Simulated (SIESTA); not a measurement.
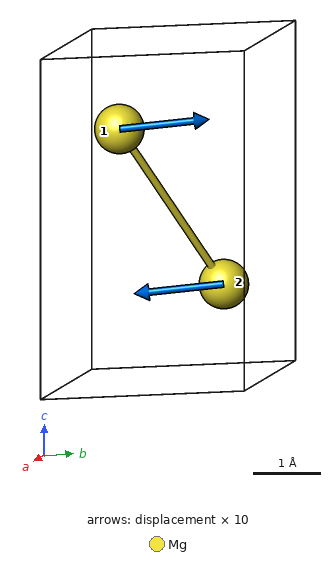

This is a relaxation of crystalline Mg (set up in P-1). The starting structure is drawn; blue arrows show the displacements, magnified 10 times.

A ball-and-stick model of the cell of the calculation, seen slightly off an axis.

The run lets the atoms move in a fixed cell, from this start: atoms moved at random by about 0.15 A.

All numbers below come from Kohn-Sham DFT of a periodic cell, VV10, PseudoDojo 0.5 standard NC, numerical atomic orbitals (SIESTA).

Input file:
```python
from ase.io import read
from ase.calculators.siesta import Siesta
from ase.units import Ry, GPa
from ase.optimize import BFGS

atoms = read("Mg.xyz")

fdf = {
    'SCFMustConverge': False,
    'OccupationFunction': 'FD',
    'ElectronicTemperature': '0.05 eV',
    'MaxSCFIterations': '120',
    'SCF.Mixer.Method': 'Pulay',
    'SCF.Mixer.Weight': '0.25',
    'SCF.Mixer.History': '8',
    'SCF.DM.Tolerance': '5.0e-05',
    'SCF.H.Tolerance': '1.0e-03 eV',
    'WriteForces': 'true',
    'Charge.Mulliken': 'end',
}
calc = Siesta(
    label="Mg",
    command="siesta < PREFIX.fdf > PREFIX.out",
    pseudo_path="pseudos",
    pseudo_qualifier="",
    xc=('VDW', 'VV'),
    basis_set="TZP",
    mesh_cutoff=800 * Ry,
    energy_shift=0.01 * Ry,
    kpts=[10, 10, 5],
    spin="non-polarized",
    fdf_arguments=fdf,
)
atoms.calc = calc

opt = BFGS(atoms, trajectory="relax.traj")
converged = opt.run(fmax=0.04, steps=40)
print("converged:", converged)
print("cell (A):", atoms.cell.cellpar().round(5))
print("scaled positions:")
print(atoms.get_scaled_positions().round(6))
print(f"energy = {atoms.get_potential_energy():.6f} eV")
free = atoms.get_potential_energy(force_consistent=True)
print(f"free energy = {free:.6f} eV")
print("forces (eV/A):")
print(atoms.get_forces(apply_constraint=False).round(6))
print("stress (GPa, Voigt order, tension positive):", (atoms.get_stress() / GPa).round(4))
```

Run as
```bash
python run.py
```

**What did the optimiser do to the structure, and how much energy did it gain?**

The largest moves, 0.14 Å, are those of Mg1 and Mg2. Mg1 goes roughly along [1 3 0]. The lattice vectors keep their values. Near-neighbour distances that change, for instance: Mg1–Mg2 3.016 → 3.192 Å, Mg1–Mg2 (another image) 3.352 → 3.212 Å, Mg1–Mg2 (another image) 3.067 → 3.187 Å, Mg1–Mg2 (another image) 3.278 → 3.184 Å. The space group (tolerance 0.01 Å) goes from P-1 (No. 2) to Cmcm (No. 63). The energy falls by 23.1 meV per atom in 5 geometry steps. The largest force component goes from 0.32 to 0.025 eV/Å. The run took 2.1 min on 1 thread of Arm Neoverse V1, on a shared host, peak memory 0.33 GiB.
